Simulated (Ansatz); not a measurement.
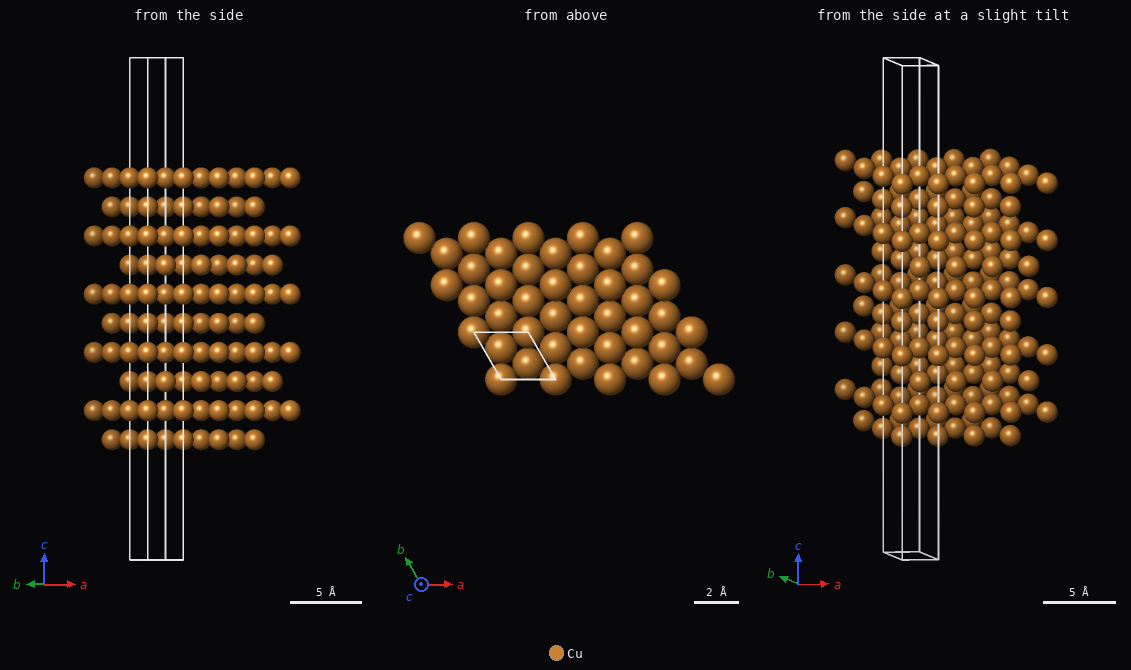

A spheres-only picture of a periodic slab, seen from the side, from above and from the side at a slight tilt. The surface normal points up in side views; the box is the simulation cell. 4×3 cells are drawn in the plane, with atoms at the edges repeated.

The cell holds 10 Cu. The slab was cut from bulk Cu (P6_3/mmc).

> Give the thickness from the bottom atom to the top atom.

About 19 Å from the lowest to the highest atom, with about 17 Å of vacuum to the next image.

> Count the planes and say what each contains, starting at the top.

Ten planes: Cu / Cu / Cu / Cu / Cu / Cu / Cu / Cu / Cu / Cu.

> Index the surface.

(0 0 1).

Electronic-structure method: DFT PBEsol, scalar-relativistic, plane waves, PAW in Ansatz 0.2.0. Parameters: plane-wave cutoff 420 eV, a 12×12×1 sampling of the Brillouin zone, Gaussian smearing of 0.1 eV, no spin polarisation.

> Estimate the work function for the two faces.

5.02 eV on both faces.

The model was built from a structure listed in the Materials Project, from which a slab was cut. The atoms were relaxed in a fixed cell with Ansatz, DFT PBEsol, scalar-relativistic, plane waves, PAW, but for five held in place.
